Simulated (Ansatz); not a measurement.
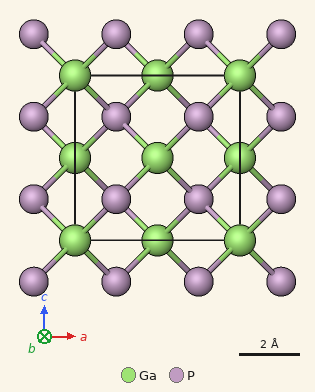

A crystal of GaP (built on the zincblende type), before the relaxation. Style: ball-and-stick. Shown: the conventional cell (4 times the calculation's cell), along the b axis. Lengths and directions refer to the drawn axes.

Computed with Ansatz 0.2.0, DFT, LDA, plane waves, PAW.

Input file:
```yaml
crystal:
  lattice:
    - [0.0, 2.7530041267, 2.7530041267]
    - [2.7530041267, 0.0, 2.7530041267]
    - [2.7530041267, 2.7530041267, 0.0]
  atoms:
    - { symbol: Ga, position: [0.0, 0.0, 0.0] }
    - { symbol: P, position: [0.25, 0.25, 0.25] }
kpoints:
  mp_grid: { grid: [8, 8, 8] }
hamiltonian:
  xc: lda
scf:
  occupations: { method: fermi_dirac, width: 0.02 }
relax:
  f_tol: 0.005
  cell: {}
```

Launched with:
```bash
ansatz run input.yaml --threads 4 --pin off --max-ram 7372MiB --backend cpu --events-out ev --progress --plain --runs-dir out
```

Q: Predict the outcome.

A: No atom moves by more than 0.005 Å relative to the cell. The drawn cell changes as follows: a = b = c 5.506 → 5.391 Å (−2.1 %); the volume changes by −6.1 %. Near-neighbour distances that change, for instance: Ga1–P2 2.384 → 2.335 Å. The space group stays F-43m (No. 216). Over 3 accepted moves (4 points after the start) the energy falls by 20.9 meV per atom. All forces vanish by symmetry, so only the cell relaxes. Pressure: −4.94 GPa at the start and −0.01 GPa at the end. At 1 point the geometry stayed and the basis and grid were re-selected for the new cell (energy shift of 0.3 meV per atom at most each time). Cost: 3 s on 4 threads of Intel(R) Xeon(R) Platinum 8488C (Sapphire Rapids) (shared host), peak memory 0.46 GiB.

Final geometry:

```
CELL_PARAMETERS angstrom
0.00000 2.69574 2.69574
2.69574 0.00000 2.69574
2.69574 2.69574 0.00000
ATOMIC_POSITIONS crystal
Ga 0.00000 0.00000 0.00000
P 0.25000 0.25000 0.25000
```

The end point in the same view:

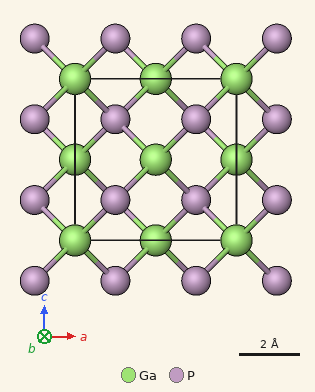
